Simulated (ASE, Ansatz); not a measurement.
# Structural relaxation of random zinc-blende alloy of GaAs and GaP (64 atoms), part 2 of 3

How does random zinc-blende alloy of GaAs and GaP (64 atoms) relax, and what do bonds, charges and levels look like afterwards?

Ansatz 0.2.0; Kohn-Sham DFT, PBE, PAW (set soft_2), plane waves.

The cell: 32 Ga, 4 As and 28 P. The host structure and its lattice constant were typed by rule, without a check against the phase diagram.

So far. Step 3 (Cell and atoms relaxed): The relaxation changed the energy by -53.3 meV/atom, and atoms moved by 0.092 Å r.m.s., 0.17 Å at most.

**4. Structure statistics after relaxation**

Bonds before and after, by the cutoffs listed below:

| pair | bonds before | bonds after | mean before (Å) | mean after (Å) | spread before (Å) | spread after (Å) |
| --- | --- | --- | --- | --- | --- | --- |
| Ga-P | 112 | 112 | 2.372 | 2.388 | 0.074 | 0.006 |
| Ga-As | 16 | 16 | 2.385 | 2.458 | 0.070 | 0.004 |

Density 4.16 g/cm³, 21.19 Å³ an atom.

g(r), total and by pair (bins of 0.2 Å):

| r (Å) | total | Ga-Ga | Ga-P | Ga-As | P-P | P-As | As-As |
| --- | --- | --- | --- | --- | --- | --- | --- |
| 2.30 | 5.20 | 0.00 | 11.85 | 0.00 | 0.00 | 0.00 | 0.00 |
| 2.50 | 0.73 | 0.00 | 0.10 | 11.05 | 0.00 | 0.00 | 0.00 |
| 2.70 | 0.00 | 0.00 | 0.00 | 0.00 | 0.00 | 0.00 | 0.00 |
| 2.90 | 0.00 | 0.00 | 0.00 | 0.00 | 0.00 | 0.00 | 0.00 |
| 3.10 | 0.00 | 0.00 | 0.00 | 0.00 | 0.00 | 0.00 | 0.00 |
| 3.30 | 0.00 | 0.00 | 0.00 | 0.00 | 0.00 | 0.00 | 0.00 |
| 3.50 | 0.00 | 0.00 | 0.00 | 0.00 | 0.00 | 0.00 | 0.00 |
| 3.70 | 0.00 | 0.00 | 0.00 | 0.00 | 0.00 | 0.00 | 0.00 |
| 3.90 | 6.26 | 11.83 | 0.00 | 0.00 | 13.15 | 13.75 | 8.75 |
| 4.10 | 0.33 | 1.30 | 0.00 | 0.00 | 0.00 | 0.00 | 0.00 |
| 4.30 | 0.00 | 0.00 | 0.00 | 0.00 | 0.00 | 0.00 | 0.00 |
| 4.50 | 3.55 | 0.00 | 6.98 | 8.10 | 0.00 | 0.00 | 0.00 |
| 4.70 | 1.26 | 0.00 | 2.67 | 1.57 | 0.00 | 0.00 | 0.00 |
| 4.90 | 0.00 | 0.00 | 0.00 | 0.00 | 0.00 | 0.00 | 0.00 |
| 5.10 | 0.00 | 0.00 | 0.00 | 0.00 | 0.00 | 0.00 | 0.00 |
| 5.30 | 0.00 | 0.00 | 0.00 | 0.00 | 0.00 | 0.00 | 0.00 |
| 5.50 | 1.61 | 3.14 | 0.00 | 0.00 | 3.23 | 3.77 | 0.00 |
| 5.70 | 0.04 | 0.17 | 0.00 | 0.00 | 0.00 | 0.00 | 0.00 |
| 5.90 | 0.35 | 0.00 | 0.81 | 0.00 | 0.00 | 0.00 | 0.00 |
| 6.10 | 2.43 | 0.00 | 4.75 | 5.55 | 0.00 | 0.00 | 0.00 |
| 6.30 | 0.00 | 0.00 | 0.00 | 0.00 | 0.00 | 0.00 | 0.00 |
| 6.50 | 0.00 | 0.00 | 0.00 | 0.00 | 0.00 | 0.00 | 0.00 |
| 6.70 | 3.56 | 6.46 | 0.00 | 0.00 | 7.75 | 7.75 | 10.30 |
| 6.90 | 0.84 | 2.35 | 0.00 | 0.00 | 1.12 | 0.62 | 1.45 |
| 7.10 | 1.68 | 0.00 | 3.33 | 3.61 | 0.00 | 0.00 | 0.00 |
| 7.30 | 0.93 | 0.00 | 1.89 | 1.61 | 0.00 | 0.00 | 0.00 |
| 7.50 | 0.00 | 0.00 | 0.00 | 0.00 | 0.00 | 0.00 | 0.00 |
| 7.70 | 0.24 | 0.73 | 0.00 | 0.00 | 0.27 | 0.16 | 0.00 |

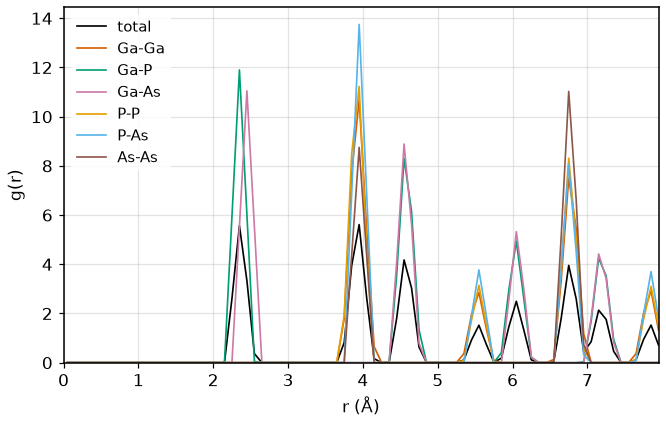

Pair distribution functions, lightly smoothed.

Bonds by pair of elements; cutoffs follow the first minimum of g(r), held within bounds set by covalent radii, and pairs that aren't listed don't count as bonded:

| pair A-B | cutoff (Å) | bonds | mean length (Å) | spread (Å) | shortest (Å) | B about A | A about B |
| --- | --- | --- | --- | --- | --- | --- | --- |
| Ga-P | 2.77 | 112 | 2.39 | 0.006 | 2.37 | 3.5 | 4 |
| Ga-As | 2.88 | 16 | 2.46 | 0.004 | 2.45 | 0.5 | 4 |

How many atoms have how many bonded neighbours:

| element | mean | 4 |
| --- | --- | --- |
| As | 4 | 4 |
| Ga | 4 | 32 |
| P | 4 | 28 |

Bond angles, per cent of each kind in bins of 5°:

| angle (°) | Ga-P-Ga | P-Ga-P | As-Ga-P | Ga-As-Ga |
| --- | --- | --- | --- | --- |
| 105–110 | 75.6 | 63.7 | 100.0 | 79.2 |
| 110–115 | 24.4 | 36.3 | 0.0 | 20.8 |

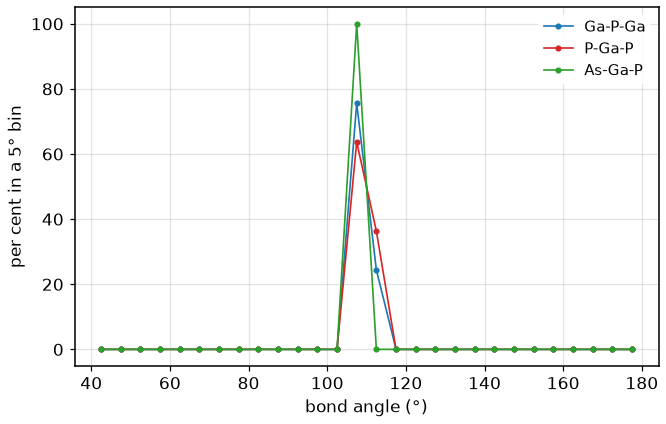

Distributions of the most common bond angles.

Bond angles (no mean is given where the spread exceeds 20°):

| angle | count | mean (°) | spread (°) |
| --- | --- | --- | --- |
| Ga-P-Ga | 168 | 110 | 0.7 |
| P-Ga-P | 146 | 110 | 0.7 |
| As-Ga-P | 44 | 108 | 0.6 |
| Ga-As-Ga | 24 | 110 | 0.7 |
| As-Ga-As | 2 | 107 | 0.1 |

Rings of the network by King's shortest-path rule, up to 12 atoms, one path for each pair of neighbours; H, halogens, alkali and alkaline-earth atoms are left out, and the last column divides by all other atoms, bonded or not:

| ring size (atoms) | rings | per network atom |
| --- | --- | --- |
| 6 | 127 | 1.98 |

With the cutoffs above, all As atoms have 4, all Ga atoms have 4 and all P atoms have 4 bonded neighbours. The Ga-P-Ga angle averages 110° with a spread of 0.7°. All rings counted have 6 atoms.

**5. Single point at the relaxed geometry**

One more single point at the end of the walk gives the fuller output and checks the residual forces.

Input file input.yaml:

```yaml
crystal:
  lattice:
    - [11.06884, -0.00051, 0.0002]
    - [-0.00051, 11.06932, 9.0e-05]
    - [0.0002, 9.0e-05, 11.06973]
  atoms:
    - { symbol: Ga, position: [0.99731, 0.9975, 0.99588] }
    - { symbol: As, position: [0.12434, 0.12689, 0.12479] }
    - { symbol: Ga, position: [0.99701, 0.25464, 0.2538] }
    - { symbol: P, position: [0.12536, 0.37674, 0.37599] }
    [... 54 atom lines left out ...]
    - { symbol: Ga, position: [0.5002, 0.75086, 0.74987] }
    - { symbol: P, position: [0.62532, 0.87681, 0.87378] }
    - { symbol: Ga, position: [0.7471, 0.49691, 0.74699] }
    - { symbol: As, position: [0.87541, 0.62566, 0.87476] }
    - { symbol: Ga, position: [0.75412, 0.74741, 0.50351] }
    - { symbol: P, position: [0.87621, 0.87672, 0.62485] }
kpoints:
  mp_grid: { grid: [2, 2, 2] }
hamiltonian:
  xc: pbe
scf:
  occupations: { method: fermi_dirac, width: 0.025 }
output:
  forces: true
  stress: true
  populations: true
  dos:
    method: { smearing: { sigma: 0.08 } }
    de: 0.05
    projected: { site_lists: { As: [As], Ga: [Ga], P: [P] } }
  eigenvalues: true
  write_density: true
  write_potential: true
  volumetric_format: npy
```

Launch:

```sh
> ansatz run input.yaml --threads 8 --pin off --max-ram 15872MiB --backend cpu --events-out ev --progress --plain --runs-dir out
```

Numbers of over 12 decimals in the logs are rounded to 6 here.

The program printed:

```text
[...]
Crystal: 64 atoms, lattice volume = 1356.313 Å³
Basis set: ecut = 420 eV, 26745 PW (Γ), exchange–correlation on 150×150×150 points (8 copies of the dense FFT grid, shifted against one another)
Bands: 372, of which v1, the nominal top of the filled ones, is band 308 counted from 1 (307 counted from 0)
Symmetry: 1 space group operations
[...]
k-points: 8
[...]
SCF iter   1: F=—  HF=-161666.882063 eV  |F-HF|=—  |Δ(HF+E_count)|=         —  Δρ=1.46e-3  dr2=4.66e-2  ethr=1.77e-3  ⟨swp⟩=7.2  Hψ=12095  notcnv=0  defer=13
[...]
SCF iter   8: F=-161666.820996 eV  HF=-161666.820996 eV  |F-HF|=6.17e-9  |Δ(HF+E_count)|=   9.42e-8  Δρ=1.72e-6  dr2=3.66e-8  ethr=1.62e-11  ⟨swp⟩=16.6  Hψ=27360  notcnv=0
SCF 1 converged in 8 iterations: F = -161666.820996 eV  dr2 = 3.66e-8
[...]
SCF converged after 8 iterations
Free energy (F): -161666.820996 eV
[...]
Internal energy: -161666.820996 eV  (E = F + TS)
E sigma→0 (E₀):  -161666.820996 eV
Fermi energy:    7.550437 eV
[...]
--- Forces (eV/Å), atoms counted from 1 ---
  atom   1  Ga     0.00162228     0.00003604     0.00040284
  atom   2  As     0.00828040    -0.00691809    -0.00177536
  atom   3  Ga    -0.00075411     0.00047077     0.00330862
  atom   4  P      0.00109881    -0.00036575     0.00075181
  atom   5  Ga     0.00129272     0.00073108    -0.00120785
  atom   6  P      0.00043320    -0.00116763    -0.00079654
  atom   7  Ga    -0.00041853    -0.00284677     0.00103452
  atom   8  P     -0.00145416    -0.00055359    -0.00086224
  atom   9  Ga    -0.00076616    -0.00102305    -0.00032103
  atom  10  P     -0.00060405     0.00137361    -0.00084139
  atom  11  Ga    -0.00089194    -0.00069826     0.00125125
  atom  12  P     -0.00093988     0.00060911    -0.00189659
  atom  13  Ga    -0.00088559    -0.00235618     0.00163578
  atom  14  P      0.00111664     0.00162090     0.00007103
[...]
atom  63  Ga     0.00153693    -0.00081735     0.00142307
  atom  64  P      0.00111271     0.00157777    -0.00106002
  max |Σ_I F_I| component: 2.71e-6 eV/Å
--- Stress (GPa, compression-positive) ---
        0.000977       0.005553      -0.003322
        0.005553       0.001523      -0.000703
       -0.003322      -0.000703      -0.001041
  P = ⅓ Tr σ = 0.0005 GPa (0.005 kbar)
--- Band table (eV; the first three rows and the last of 8) ---
[...]
--- Löwdin populations: 64 sites ---
  site symbol       q [e]
     0     Ga     12.9432
     1     As     15.0225
     2     Ga     12.9483
[...]
63      P      5.0058
  spilling = 0.002521 (of n_electrons = 616.000000)
```

Run time: 1.8 min. Hardware: 8 threads of Arm Neoverse V2, shared host; peak memory 12 GiB; 14 min of CPU time.

Read from the output:

```yaml
free_energy: -161666.8210 eV
free_energy_per_atom: -2526.0441 eV/atom
scf_cycles: 8
pressure: 0.0004863 GPa
r_m_s_force_component: 0.00153 eV/Å
longest_force: 0.01094 eV/Å
fermi_energy: 7.55 eV
spacing_of_highest_filled_and_lowest_empty_level: 1.372 eV
spilling_of_the_projection: 0.002521
```

Löwdin charges by element (they lack the spilled electrons, 0.024 e an atom on average):

| element | coordination | atoms | mean charge (e) | spread | least | most |
| --- | --- | --- | --- | --- | --- | --- |
| As | all | 4 | -0.0224 | 7.0e-4 | -0.0233 | -0.0213 |
| Ga | all | 32 | 0.0571 | 0.003 | 0.0503 | 0.064 |
| P | all | 28 | -0.0066 | 0.0012 | -0.0087 | -0.0044 |

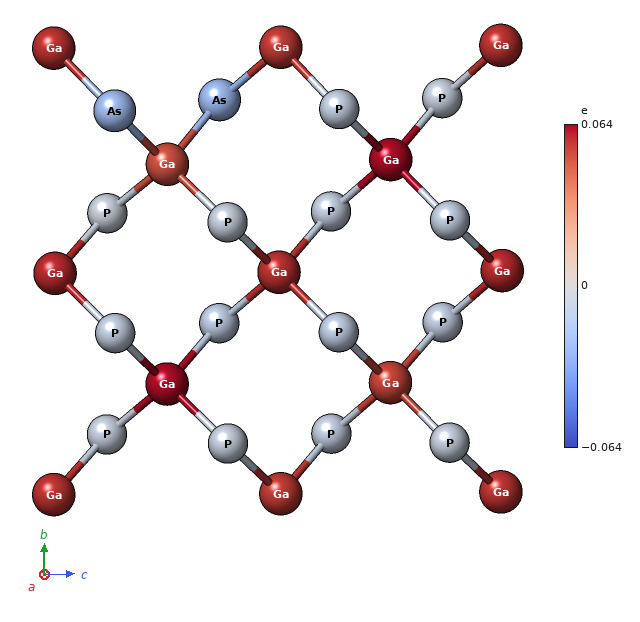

Atoms coloured by Löwdin charge. Drawn is a slice 5 Å thick, seen along the normal of the bc plane.

Density of states as counts of states in windows of 1 eV (from the Fermi level), total and the larger projections:

| from (eV) | to (eV) | total | P p | Ga p | Ga s | As p | P s |
| --- | --- | --- | --- | --- | --- | --- | --- |
| -10 | -8 | 0.0 | 0.0 | 0.0 | 0.0 | 0.0 | 0.0 |
| -8 | -7 | 11.3 | 4.5 | 0.6 | 5.4 | 0.5 | 0.1 |
| -7 | -6 | 31.8 | 12.1 | 3.1 | 12.2 | 1.6 | 2.2 |
| -6 | -5 | 11.2 | 4.5 | 1.4 | 3.0 | 0.5 | 1.4 |
| -5 | -4 | 16.6 | 8.4 | 4.8 | 1.4 | 0.9 | 0.8 |
| -4 | -3 | 44.5 | 24.7 | 14.1 | 1.8 | 2.5 | 0.9 |
| -3 | -2 | 46.3 | 26.8 | 12.9 | 1.3 | 3.9 | 0.7 |
| -2 | -1 | 27.4 | 16.7 | 6.4 | 0.2 | 3.6 | 0.1 |
| -1 | 0 | 3.0 | 2.0 | 0.4 | 0.0 | 0.4 | 0.0 |
| 0 | 1 | 2.9 | 0.3 | 1.0 | 0.7 | 0.0 | 0.6 |
| 1 | 2 | 28.6 | 6.0 | 7.9 | 6.8 | 0.7 | 3.7 |
| 2 | 3 | 45.2 | 11.7 | 12.0 | 9.5 | 1.8 | 3.9 |

Between -26 and -10 eV lie 384 more states.

The stored curve holds about 576 of the 616 electrons; the rest, give or take the few that broadening carries across the Fermi level, lie in deeper levels below its range.

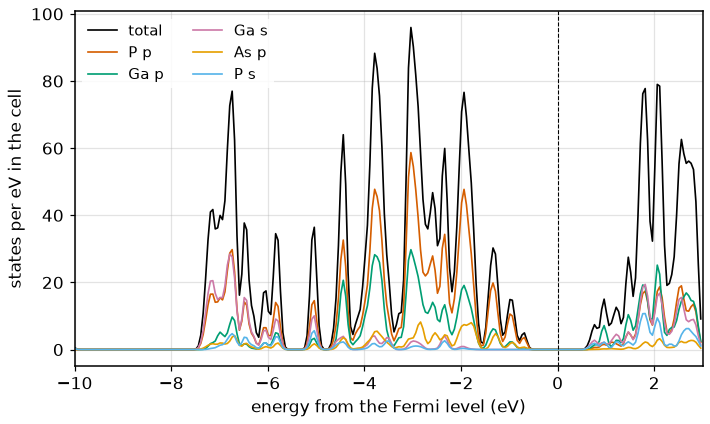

Total and projected density of states, with the broadening of the input.

The levels nearest the highest filled one (over half full), pooled over k-points and spins:

| level less the highest filled one (eV) | occupation |
| --- | --- |
| -0.223 | 2 |
| -0.201 | 2 |
| -0.201 | 2 |
| -0.009 | 2 |
| -0.0065 | 2 |
| 0 | 2 |
| 1.37 | 0 |
| 1.46 | 0 |
| 1.47 | 0 |
| 1.47 | 0 |
| 1.47 | 0 |
| 1.63 | 0 |

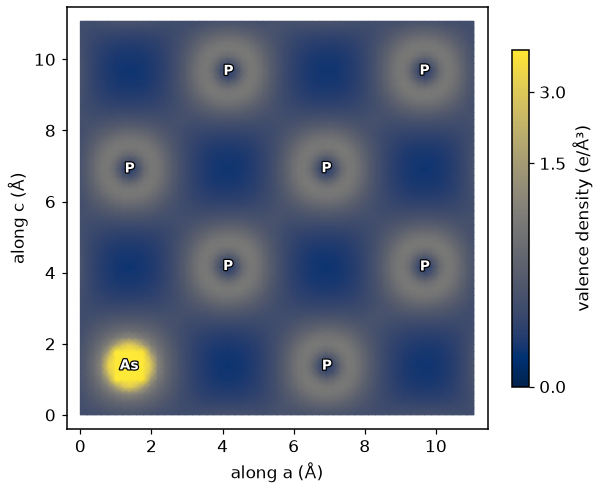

Valence density in the ac plane at fractional y = 0.126, with atoms of As and P within 0.2 Å of it. It is the smooth field of the valence electrons, not physical close to the nuclei. The colour scale is stretched toward low values.

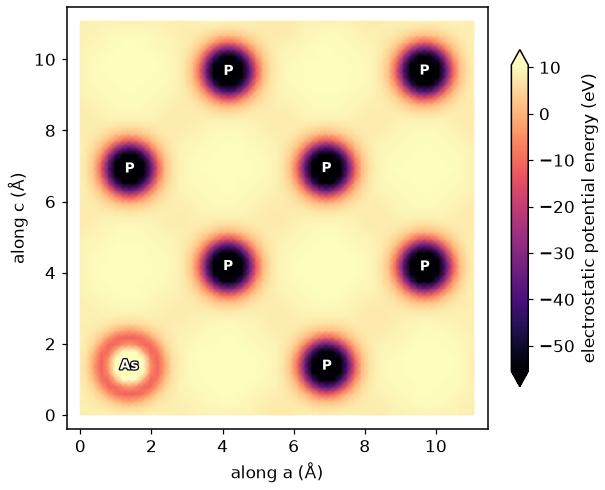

Electrostatic potential energy in the ac plane at fractional y = 0.126, with atoms of As and P within 0.2 Å of it. With pseudopotentials it is smooth inside the atoms' cores, unlike the true potential.

Mean Löwdin charges: As -0.02, Ga +0.06, P -0.01 e. Charges this small depend on the projection, at times even in sign. The largest share in the top eV of filled states is P p (65 % of the projected weight), and in the lowest eV of empty states Ga p (36 % of the projected weight).

A closer look about As2, one of the 4 As atoms: 10 atoms, nearest first, numbered in the order of the input, with positions taken from that point.

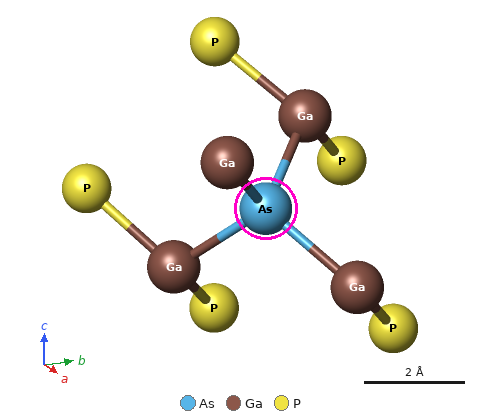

The atoms of the table, within 3.9 Å (arrows a, b, c point along x, y, z); some may hide others; the central atom is ringed.

| atom | x | y | z | distance (Å) | bonds | Löwdin charge (e) |
| --- | --- | --- | --- | --- | --- | --- |
| As2 | 0.00 | 0.00 | 0.00 | 0.00 | 4 | -0.02 |
| Ga5 | 1.39 | -1.40 | 1.46 | 2.45 | 4 | 0.05 |
| Ga3 | -1.41 | 1.41 | 1.43 | 2.45 | 4 | 0.05 |
| Ga7 | 1.44 | 1.41 | -1.42 | 2.46 | 4 | 0.06 |
| Ga1 | -1.41 | -1.43 | -1.43 | 2.46 | 4 | 0.06 |
| P40 | -2.77 | 2.76 | 0.01 | 3.90 | 4 | -0.01 |
| P12 | 0.02 | 2.76 | -2.78 | 3.91 | 4 | -0.01 |
| P56 | -2.76 | -2.78 | 0.00 | 3.91 | 4 | 0.00 |
| P38 | -2.76 | 0.00 | 2.78 | 3.92 | 4 | -0.01 |
| P46 | -2.77 | -0.01 | -2.78 | 3.92 | 4 | -0.01 |

The column of bonds counts only the pairs Ga-P within 2.77 Å, Ga-As within 2.88 Å; other neighbours, such as metal atoms beside each other in a compound, aren't counted, and periodic images can show an atom twice.

**6. Coarser k-mesh (Γ alone)**

 Besides, the k-mesh goes from 2×2×2 to 1×1×1.

Edit input.yaml of step 5 so:

```diff
@@ -8,3 +8,3 @@
 kpoints:
-  mp_grid: { grid: [2, 2, 2] }
+  mp_grid: { grid: [1, 1, 1] }
 hamiltonian:
@@ -22,4 +22 @@
   eigenvalues: true
-  write_density: true
-  write_potential: true
-  volumetric_format: npy
```

The program printed:

```text
[...]
Crystal: 64 atoms, lattice volume = 1356.313 Å³
Basis set: ecut = 420 eV, 26745 PW (Γ), exchange–correlation on 150×150×150 points (8 copies of the dense FFT grid, shifted against one another)
Bands: 372, of which v1, the nominal top of the filled ones, is band 308 counted from 1 (307 counted from 0)
Symmetry: 1 space group operations
[...]
k-points: 1
[...]
SCF iter   1: F=—  HF=-161661.934531 eV  |F-HF|=—  |Δ(HF+E_count)|=         —  Δρ=1.70e-3  dr2=2.85e-2  ethr=1.77e-3  ⟨swp⟩=7.0  Hψ=1448  notcnv=0  defer=14
[...]
SCF iter   7: F=—  HF=-161661.869882 eV  |F-HF|=—  |Δ(HF+E_count)|=   5.04e-7  Δρ=7.14e-6  dr2=5.38e-7  ethr=4.34e-10  ⟨swp⟩=3.0  Hψ=633  notcnv=0  defer=36
SCF iter   8: F=-161661.869883 eV  HF=-161661.869883 eV  |F-HF|=4.07e-8  |Δ(HF+E_count)|=   4.64e-7  Δρ=2.10e-6  dr2=5.80e-8  ethr=1.62e-11  ⟨swp⟩=12.0  Hψ=2146  notcnv=0
SCF 1 converged in 8 iterations: F = -161661.869883 eV  dr2 = 5.80e-8
[...]
SCF converged after 8 iterations
Free energy (F): -161661.869883 eV
[...]
Internal energy: -161661.869883 eV  (E = F + TS)
E sigma→0 (E₀):  -161661.869883 eV
Fermi energy:    7.593102 eV
[...]
Σ components = -161661.869883   (vs F -161661.869883, Δ=0.00e0)
--- Forces (eV/Å), atoms counted from 1 ---
  atom   1  Ga     0.01555329     0.01643920     0.01663309
  atom   2  As     0.00710399    -0.00453759    -0.00027280
  atom   3  Ga     0.01417624    -0.01594666    -0.01295301
  atom   4  P     -0.00009713     0.00431189     0.00634810
[...]
atom  64  P      0.00562378     0.00522380    -0.00244930
  max |Σ_I F_I| component: 5.15e-6 eV/Å
--- Stress (GPa, compression-positive) ---
        0.346922       0.006073      -0.003767
        0.006073       0.346346      -0.000705
       -0.003767      -0.000705       0.343762
  P = ⅓ Tr σ = 0.3457 GPa (3.457 kbar)
--- Band table (eV) ---
[...]
--- Löwdin populations: 64 sites ---
  site symbol       q [e]
     0     Ga     12.9241
     1     As     15.0463
     2     Ga     12.9289
[...]
63      P      5.0264
  spilling = 0.002411 (of n_electrons = 616.000000)
```

It took 10 s on 8 threads; peak memory 1.8 GiB; 77 s of CPU time.

Geometry and reference: those of the single point at the relaxed geometry.

Forces differ from those of the single point at the relaxed geometry by 7.9 meV/Å r.m.s.; the energy by +77 meV/atom, the pressure by +0.35 GPa and the gap by -0.013 eV.

(Continued in part 3 of 3.)

[Logs are printed without paths, hosts, clocks, repeated set-up lines and the standing remarks that a program may print on its own settings, such as how far it seeks lower states.]

[Hosts, paths, dates, database ids (printed as entryN), source tags and the programs' standing remarks are cut or masked in the printed files.]
